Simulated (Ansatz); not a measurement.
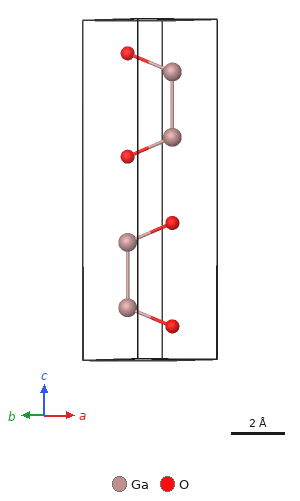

Normal modes of a crystal of GaO (a generated structure), space group P6₃/mmc (No. 194), at the zone centre. The picture is a ball-and-stick view of the cell of the calculation, seen from a free direction.

Theory: Ansatz, DFT PBEsol, scalar-relativistic, plane waves, PAW.

The input:
```yaml
crystal:
  lattice:
    - [3.0698229147, 0.0, 0.0]
    - [-1.5349114573, 2.6585446292, 0.0]
    - [0.0, 0.0, 12.8721118542]
  atoms:
    - { symbol: Ga, position: [0.3333333333, 0.6666666667, 0.153862959] }
    - { symbol: Ga, position: [0.6666666667, 0.3333333333, 0.653862959] }
    - { symbol: Ga, position: [0.3333333333, 0.6666666667, 0.346137041] }
    - { symbol: Ga, position: [0.6666666667, 0.3333333333, 0.846137041] }
    - { symbol: O, position: [0.3333333333, 0.6666666667, 0.5979648372] }
    - { symbol: O, position: [0.6666666667, 0.3333333333, 0.0979648372] }
    - { symbol: O, position: [0.3333333333, 0.6666666667, 0.9020351628] }
    - { symbol: O, position: [0.6666666667, 0.3333333333, 0.4020351628] }
basis:
  ecutwfc: 420
kpoints:
  mp_grid: { grid: [12, 12, 2] }
hamiltonian:
  xc: pbesol
scf:
  occupations: { method: fixed }
output:
  eigenvalues: true
phonons:
  method: dfpt
  dielectric: true
  rigid_motions: translations
  eigenvectors: true
  qmesh: [3, 3, 1]
  temperatures: { t_max: 1000, t_step: 100 }
  qpath:
    path:
      - [[0.0, 0.0, 0.0], [0.5, 0.0, 0.0], [0.33333333, 0.33333333, 0.0], [0.0, 0.0, 0.0], [0.0, 0.0, 0.5], [0.5, 0.0, 0.5], [0.33333333, 0.33333333, 0.5], [0.0, 0.0, 0.5]]
      - [[0.5, 0.0, 0.5], [0.5, 0.0, 0.0]]
      - [[0.33333333, 0.33333333, 0.5], [0.33333333, 0.33333333, 0.0]]
    npoints: 8
```

Command:
```bash
ansatz run input.yaml --threads 4 --pin off --max-ram 12288MiB --backend cpu --events-out ev --progress --plain --runs-dir out
```

Frequencies are those without the non-analytic (LO–TO) term.

Q: Which optical modes does it have, at what frequencies, and is it stable there?

A: The calculation's cell holds 8 atoms, so there are 21 optical modes, in 12 levels. No level is unstable.

```tsv
level	symmetry	frequency (cm⁻¹)	activity
1	B₁g	39	silent
2	E₂g	40	Raman-active
3	E₂u	75	silent
4	E₁g	84	Raman-active
5	B₂u	203	silent
6	A₁g	208	Raman-active
7	A₂u	387	infrared-active
8	4-fold	475	not assigned
9	4-fold	478	not assigned
10	B₁g	496	silent
11	B₂u	497	silent
12	A₁g	508	Raman-active
```

The displacement patterns (one member of each degenerate set), 6 of the levels:

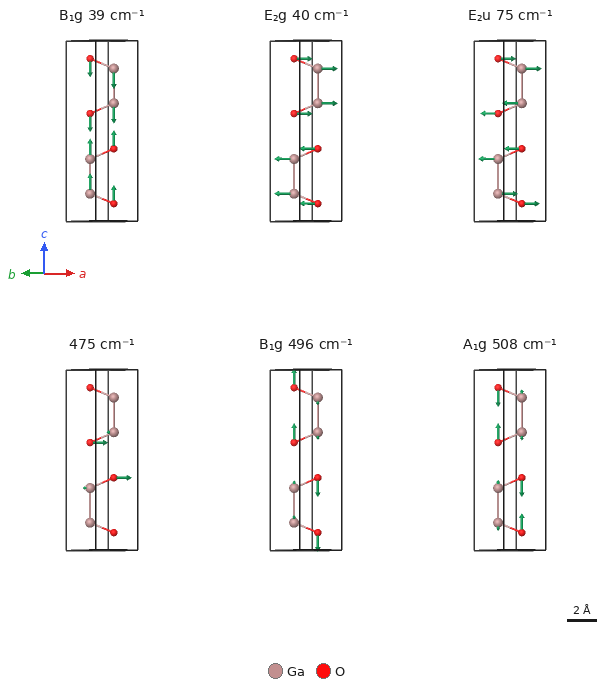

Limits of the set-up: layers or molecules are held without a dispersion correction, so their spacing is unreliable.
